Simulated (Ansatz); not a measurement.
```
Ta N
1.0
     1.53931   -2.66616    0.00000
     1.53931    2.66616    0.00000
     0.00000    0.00000   15.64651
Ta N
4 2
Direct
  0.33333 0.66667 0.76765
  0.33333 0.66667 0.07591
  0.66667 0.33333 0.23235
  0.66667 0.33333 0.92409
  0.00000 0.00000 0.84587
  0.00000 0.00000 0.15413
```

Space group P-3m1; a structure from a database of computed crystals, not necessarily the ambient phase; not relaxed (largest force 0.4 eV/Å); computed pressure about −4 GPa in this cell.

Computed with DFT PBEsol, scalar-relativistic, plane waves, PAW in Ansatz.

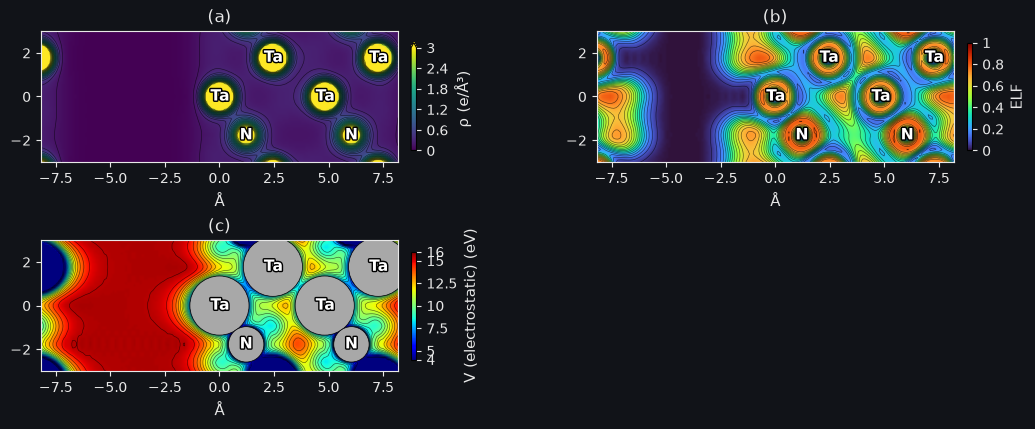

Ta₂N. (a) valence charge density (pseudo); (b) electron localisation function; (c) electrostatic potential energy of an electron on the (110) plane of the conventional cell. Grey discs cover the atomic cores in the potential map.

Core electrons are frozen (PAW), and the valence fields are smoothed inside the atomic spheres.

Describe what can be read from this map.

Answer. The section cuts through Ta and N sites.
Ta–N (2.16 Å): ρ at the midpoint is about 0.63 e/Å³; the ELF peaks at about 0.80 in the valence shell of N, 0.6 Å from its nucleus, and drops to about 0.20 between the two atoms (no shared electron pair shows on this line).
Ta–Ta (2.97 Å): ρ at the midpoint is about 0.29 e/Å³; the ELF is about 0.35 at the midpoint.
Ta–Ta (3.03 Å): ρ is about 0.26 e/Å³ halfway; the ELF is about 0.20 at the midpoint: no shared electron pair shows on this line.
The density dies away to nearly zero in the voids.
The ELF has a maximum of about 0.80 in the space between the atoms, on no atom or two-centre bond.
The features right at Ta lie inside the PAW spheres, where the map follows smoothed inner orbitals and isn't to be read closely.
Outside the cores the potential energy rises away from the atoms and is highest about 3.0 Å from the nearest atoms; its zero is arbitrary.

Metal or insulator at this level of theory?

Answer. It is gapless in this calculation (a metal or semimetal); semilocal functionals without U, or without the true magnetic order, often close the gap of such compounds.
